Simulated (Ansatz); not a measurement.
Ti12H2N13: geometry relaxation (part 4 of 4)

Ti12H2N13 (slab, 27 atoms in the cell); DFT PBE+D3(BJ), scalar-relativistic, plane waves, PAW, spin-polarised (Ansatz 0.2.0); cutoff 420 eV, 3×3×1 k-mesh, Gaussian smearing of 0.1 eV, collinear spins. The structure derives from an entry of the Crystallography Open Database. The input holds or restrains some coordinates. Forces given for the steps count only the free coordinates. It belongs to a series of runs on one base structure; here: 1 NH2 a cell, anchor, over a hollow N-N site.

**Trajectory as extended XYZ, continued**
```
27
Lattice="5.9476 0.0000 0.0000 0.0000 5.9476 0.0000 0.0000 0.0000 22.8195" Properties=species:S:1:pos:R:3:forces:R:3 step=4 energy=-35063.85042
Ti    1.4869    1.4869    8.0000    0.0644   0.0004   1.5380
Ti    1.4869    4.4607    8.0000   -0.0685  -0.0011   1.5990
Ti    4.4607    1.4869    8.0000   -0.0644  -0.0004   1.5380
Ti    4.4607    4.4607    8.0000    0.0685   0.0011   1.5990
N     2.9738    2.9738    8.0000    0.0001  -0.0096  -1.6472
N     2.9738    0.0000    8.0000   -0.0001   0.0096  -1.6472
N     0.0000    2.9738    8.0000   -0.0003  -0.0416  -1.4373
N     0.0000    0.0000    8.0000    0.0003   0.0416  -1.4373
Ti    2.9741    2.9659   10.0548   -0.0021  -0.1647   0.0090
Ti    2.9736    0.0079   10.0548    0.0021   0.1647   0.0090
Ti    0.0001    2.9406   10.0785   -0.0021  -0.1327   0.0103
Ti   -0.0001    0.0333   10.0785    0.0021   0.1327   0.0103
N     4.4708    4.4609   10.0341   -0.0022  -0.0012   0.0034
N     4.4609    1.4868   10.0844    0.0101   0.0024  -0.0882
N     1.4768    4.4606   10.0341    0.0022   0.0012   0.0034
N     1.4867    1.4870   10.0844   -0.0101  -0.0024  -0.0882
Ti    4.4773    4.4616   12.0305    0.0615  -0.0040  -0.0366
Ti    4.3948    1.4879   12.2311   -0.0450  -0.0204   0.0015
Ti    1.4704    4.4599   12.0305   -0.0615   0.0040  -0.0366
Ti    1.5529    1.4860   12.2311    0.0450   0.0204   0.0015
N     0.0006    0.0023   12.2643   -0.0046  -0.0052   0.0025
N    -0.0006    2.9716   12.2643    0.0046   0.0052   0.0025
N     2.9739   -0.0779   12.0932   -0.0071   0.0041   0.0232
N     2.9737    3.0517   12.0932    0.0071  -0.0041   0.0232
N     2.9738    1.4869   13.9970    0.0000   0.0000   0.1435
H     2.9570    0.6583   14.6027    0.0356   0.0993  -0.0490
H     2.9907    2.3156   14.6027   -0.0356  -0.0993  -0.0490
27
Lattice="5.9476 0.0000 0.0000 0.0000 5.9476 0.0000 0.0000 0.0000 22.8195" Properties=species:S:1:pos:R:3:forces:R:3 step=5 energy=-35063.85702
Ti    1.4869    1.4869    8.0000    0.0597  -0.0003   1.4872
Ti    1.4869    4.4607    8.0000   -0.0708  -0.0002   1.6252
Ti    4.4607    1.4869    8.0000   -0.0597   0.0003   1.4872
Ti    4.4607    4.4607    8.0000    0.0708   0.0002   1.6252
N     2.9738    2.9738    8.0000    0.0002   0.0235  -1.6329
N     2.9738    0.0000    8.0000   -0.0002  -0.0235  -1.6329
N     0.0000    2.9738    8.0000   -0.0002  -0.0155  -1.4454
N     0.0000    0.0000    8.0000    0.0002   0.0155  -1.4454
Ti    2.9739    2.9535   10.0571   -0.0008  -0.0792  -0.0347
Ti    2.9737    0.0203   10.0571    0.0008   0.0792  -0.0347
Ti    0.0001    2.9296   10.0781    0.0000  -0.0368   0.0008
Ti   -0.0001    0.0442   10.0781    0.0000   0.0368   0.0008
N     4.4711    4.4607   10.0333   -0.0114   0.0010   0.0034
N     4.4627    1.4870   10.0767   -0.0239  -0.0014   0.0249
N     1.4766    4.4607   10.0333    0.0114  -0.0010   0.0034
N     1.4849    1.4868   10.0767    0.0239   0.0014   0.0249
Ti    4.4803    4.4613   12.0262    0.0087  -0.0037   0.0095
Ti    4.3911    1.4874   12.2371   -0.0254   0.0052  -0.0081
Ti    1.4674    4.4602   12.0262   -0.0087   0.0037   0.0095
Ti    1.5566    1.4864   12.2371    0.0254  -0.0052  -0.0081
N     0.0001    0.0031   12.2662   -0.0011  -0.0393  -0.0227
N    -0.0001    2.9707   12.2662    0.0011   0.0393  -0.0227
N     2.9734   -0.0753   12.0963    0.0072  -0.0320   0.0130
N     2.9742    3.0492   12.0963   -0.0072   0.0320   0.0130
N     2.9738    1.4869   14.0132    0.0000   0.0000  -0.0907
H     2.9809    0.6630   14.6184   -0.0129  -0.0533   0.0254
H     2.9668    2.3108   14.6184    0.0129   0.0533   0.0254
27
Lattice="5.9476 0.0000 0.0000 0.0000 5.9476 0.0000 0.0000 0.0000 22.8195" Properties=species:S:1:pos:R:3:forces:R:3 step=6 energy=-35063.85845
Ti    1.4869    1.4869    8.0000    0.0525  -0.0001   1.4649
Ti    1.4869    4.4607    8.0000   -0.0767  -0.0001   1.6186
Ti    4.4607    1.4869    8.0000   -0.0525   0.0001   1.4649
Ti    4.4607    4.4607    8.0000    0.0767   0.0001   1.6186
N     2.9738    2.9738    8.0000    0.0000   0.0382  -1.6418
N     2.9738    0.0000    8.0000    0.0000  -0.0382  -1.6418
N     0.0000    2.9738    8.0000    0.0001  -0.0031  -1.4543
N     0.0000    0.0000    8.0000   -0.0001   0.0031  -1.4543
Ti    2.9738    2.9479   10.0552    0.0001  -0.0277  -0.0154
Ti    2.9738    0.0260   10.0552   -0.0001   0.0277  -0.0154
Ti    0.0000    2.9258   10.0772   -0.0003  -0.0167  -0.0082
Ti    0.0000    0.0480   10.0772    0.0003   0.0167  -0.0082
N     4.4705    4.4607   10.0320   -0.0022   0.0006   0.0008
N     4.4619    1.4869   10.0754   -0.0024   0.0001   0.0374
N     1.4772    4.4608   10.0320    0.0022  -0.0006   0.0008
N     1.4857    1.4869   10.0754    0.0024  -0.0001   0.0374
Ti    4.4811    4.4609   12.0236   -0.0114  -0.0008   0.0064
Ti    4.3891    1.4872   12.2350   -0.0062  -0.0036  -0.0182
Ti    1.4665    4.4605   12.0236    0.0114   0.0008   0.0064
Ti    1.5585    1.4866   12.2350    0.0062   0.0036  -0.0182
N    -0.0001    0.0007   12.2625    0.0015  -0.0132  -0.0036
N     0.0001    2.9731   12.2625   -0.0015   0.0132  -0.0036
N     2.9738   -0.0765   12.0948   -0.0001  -0.0261   0.0102
N     2.9739    3.0504   12.0948    0.0001   0.0261   0.0102
N     2.9738    1.4869   14.0065    0.0000   0.0000  -0.0312
H     2.9724    0.6626   14.6118    0.0030  -0.0405   0.0189
H     2.9753    2.3113   14.6118   -0.0030   0.0405   0.0189
27
Lattice="5.9476 0.0000 0.0000 0.0000 5.9476 0.0000 0.0000 0.0000 22.8195" Properties=species:S:1:pos:R:3:forces:R:3 step=7 energy=-35063.85887
Ti    1.4869    1.4869    8.0000    0.0485   0.0000   1.4722
Ti    1.4869    4.4607    8.0000   -0.0796   0.0000   1.6235
Ti    4.4607    1.4869    8.0000   -0.0485   0.0000   1.4722
Ti    4.4607    4.4607    8.0000    0.0796   0.0000   1.6235
N     2.9738    2.9738    8.0000    0.0000   0.0466  -1.6352
N     2.9738    0.0000    8.0000    0.0000  -0.0466  -1.6352
N     0.0000    2.9738    8.0000    0.0000   0.0038  -1.4519
N     0.0000    0.0000    8.0000    0.0000  -0.0038  -1.4519
Ti    2.9738    2.9446   10.0553    0.0003  -0.0022  -0.0076
Ti    2.9739    0.0292   10.0553   -0.0003   0.0022  -0.0076
Ti    0.0000    2.9236   10.0774   -0.0001  -0.0033  -0.0091
Ti    0.0000    0.0503   10.0774    0.0001   0.0033  -0.0091
N     4.4700    4.4607   10.0323    0.0044   0.0001   0.0007
N     4.4616    1.4869   10.0779    0.0041   0.0001   0.0155
N     1.4777    4.4607   10.0323   -0.0044  -0.0001   0.0007
N     1.4860    1.4869   10.0779   -0.0041  -0.0001   0.0155
Ti    4.4807    4.4608   12.0241   -0.0055  -0.0002  -0.0071
Ti    4.3879    1.4870   12.2346    0.0082  -0.0014  -0.0037
Ti    1.4670    4.4607   12.0241    0.0055   0.0002  -0.0071
Ti    1.5597    1.4868   12.2346   -0.0082   0.0014  -0.0037
N     0.0000   -0.0009   12.2620    0.0000   0.0060   0.0008
N     0.0000    2.9747   12.2620    0.0000  -0.0060   0.0008
N     2.9739   -0.0784   12.0962   -0.0009   0.0000   0.0020
N     2.9738    3.0522   12.0962    0.0009   0.0000   0.0020
N     2.9738    1.4869   14.0072    0.0000   0.0000   0.0029
H     2.9729    0.6613   14.6126    0.0019  -0.0009  -0.0015
H     2.9748    2.3125   14.6126   -0.0019   0.0009  -0.0015
```

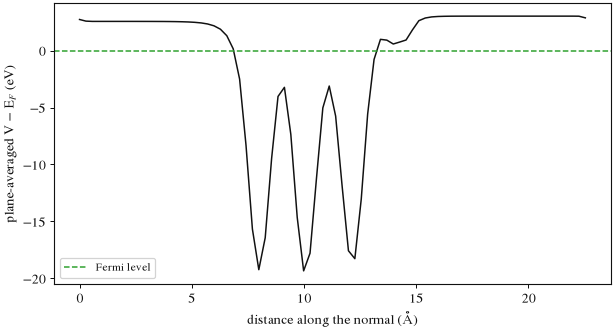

Plane average of the electrostatic potential energy of an electron across the cell, from the Fermi level. The vacuum level lies 3.02 eV above the Fermi level on the upper side and 2.56 eV on the lower.

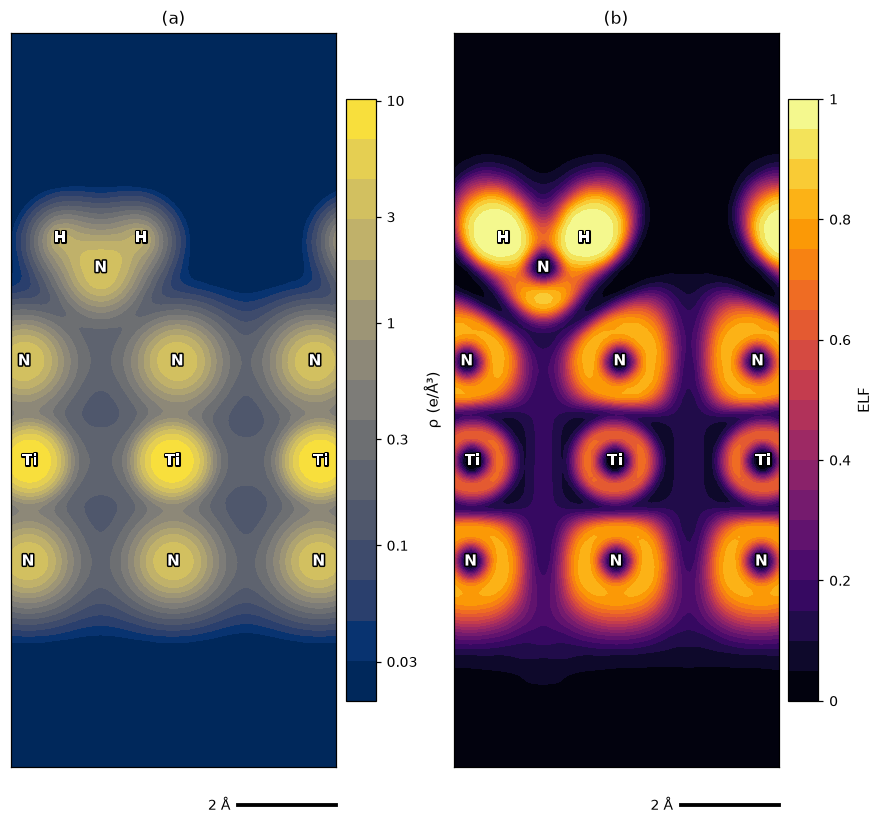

(a) valence charge density (pseudo); (b) ELF on the (100) plane of the calculation cell, a cut from vacuum to vacuum. Ti–N (2.06 Å): the density is about 0.59 e/Å³ at the midpoint; the ELF is about 0.20 at the midpoint; no shared pair; the contact is polar. Ti–N (2.06 Å): ρ is about 0.59 e/Å³ halfway; the ELF is about 0.20 at the midpoint; a polar contact without a shared pair, in a metal. The density dies away to nearly zero in the vacuum. The strong features right at Ti lie inside the PAW spheres (semicore, d or f shells) and say nothing about bonding. In a PAW calculation such maps are meaningful between the atoms, not at the nuclei.

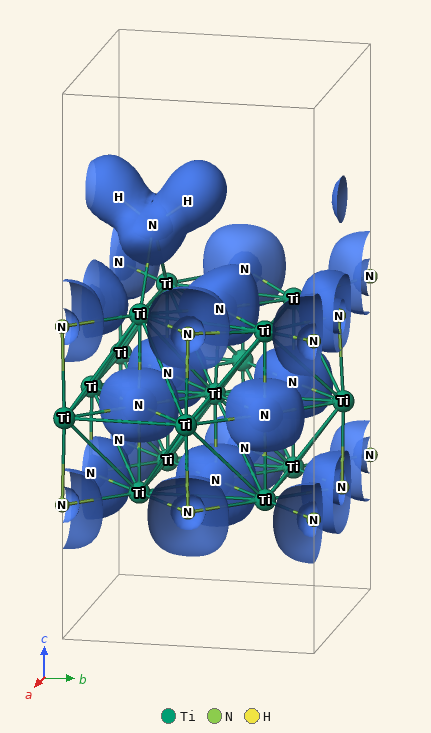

Isosurface of the electron localisation function at 0.65 (blue), seen slightly off an axis. Only the valence region is drawn (cores and ρ < 0.01 e/Å³ removed). Sticks mark near contacts. Along the contacts the grid gives the following. N–H (1.02 Å): the ELF climbs to about 1 towards the hydrogen (a covalent bond by its length). Ti–N (1.99 Å): the ELF is about 0.25 at the midpoint; a polar contact without a shared pair, in a metal.

This output came from the following input.

**Input file**
```yaml
crystal:
  lattice:
    - [5.9476498275, 0.0, 0.0]
    - [0.0, 5.9476498275, 0.0]
    - [0.0, 0.0, 22.8194748488]
  atoms:
    - { symbol: Ti, position: [0.25, 0.25, 0.3505777435] }
    - { symbol: Ti, position: [0.25, 0.75, 0.3505777435] }
    - { symbol: Ti, position: [0.75, 0.25, 0.3505777435] }
    - { symbol: Ti, position: [0.75, 0.75, 0.3505777435] }
    - { symbol: "N", position: [0.5, 0.5, 0.3505777435] }
    - { symbol: "N", position: [0.5, 0.0, 0.3505777435] }
    - { symbol: "N", position: [0.0, 0.5, 0.3505777435] }
    - { symbol: "N", position: [0.0, 0.0, 0.3505777435] }
    - { symbol: Ti, position: [0.5, 0.5, 0.4409237363] }
    - { symbol: Ti, position: [0.5, 0.0, 0.4409237363] }
    - { symbol: Ti, position: [0.0, 0.5, 0.4409237363] }
    - { symbol: Ti, position: [0.0, 0.0, 0.4409237363] }
    - { symbol: "N", position: [0.75, 0.75, 0.4398317539] }
    - { symbol: "N", position: [0.75, 0.25, 0.4398317539] }
    - { symbol: "N", position: [0.25, 0.75, 0.4398317539] }
    - { symbol: "N", position: [0.25, 0.25, 0.4398317539] }
    - { symbol: Ti, position: [0.75, 0.75, 0.5277964908] }
    - { symbol: Ti, position: [0.75, 0.25, 0.5277964908] }
    - { symbol: Ti, position: [0.25, 0.75, 0.5277964908] }
    - { symbol: Ti, position: [0.25, 0.25, 0.5277964908] }
    - { symbol: "N", position: [0.0, 0.0, 0.5361670868] }
    - { symbol: "N", position: [0.0, 0.5, 0.5361670868] }
    - { symbol: "N", position: [0.5, 0.0, 0.5361670868] }
    - { symbol: "N", position: [0.5, 0.5, 0.5361670868] }
    - { symbol: "N", position: [0.5, 0.25, 0.6115413016], spin: 1.0 }
    - { symbol: H, position: [0.5293074419, 0.1162093088, 0.6384416281] }
    - { symbol: H, position: [0.4706925581, 0.3837906912, 0.6384416281] }
basis:
  ecutwfc: 420
kpoints:
  mp_grid: { grid: [3, 3, 1] }
hamiltonian:
  xc: pbe
  dispersion: d3bj
scf:
  occupations: { method: gaussian, width: 0.1 }
output:
  forces: true
  eigenvalues: true
  populations: true
  write_density: true
  write_potential: true
  elf: true
  volumetric_format: npy
magnetization:
  spin_polarized: true
relax:
  adjacent_minimum: "off"
  f_tol: 0.04
  max_steps: 100
  constraints: [{ sites: [0, 1, 2, 3, 4, 5, 6, 7] }]
efield:
  axis: 3
  dipole_correction: true
  ramp_width: 0.04
```

Command:
```bash
ansatz run input.yaml --threads 8 --pin off --max-ram 20480MiB --backend cpu --events-out ev --progress --plain --runs-dir out
```

**Key numbers**

- outcome: converged under the restraints of the input
- electrons treated: 211
- free energy: −35063.8589 eV
- work function, top face: 3.02 eV
- work function, bottom face: 2.56 eV
- Fermi energy: 2.998 eV
- gap on the k-point mesh: none (metallic)
- net moment of the cell: 0.00 μB
- integrated absolute moment: 0.00 μB
- final volume: 807.23 Å³
- work function (upper face): 3.02 eV
- largest force (length of the vector) at the end, held atoms and coordinates included: 1.636 eV/Å
- hardware: 8 threads of Arm Neoverse V1, 24 GiB of memory available, shared host
- wall time: 4.4 min (CPU time 34 min)
- peak memory: 4 GiB

The program warns: some starting moments were not kept; the exchange-correlation potential is rough where the density is thin.
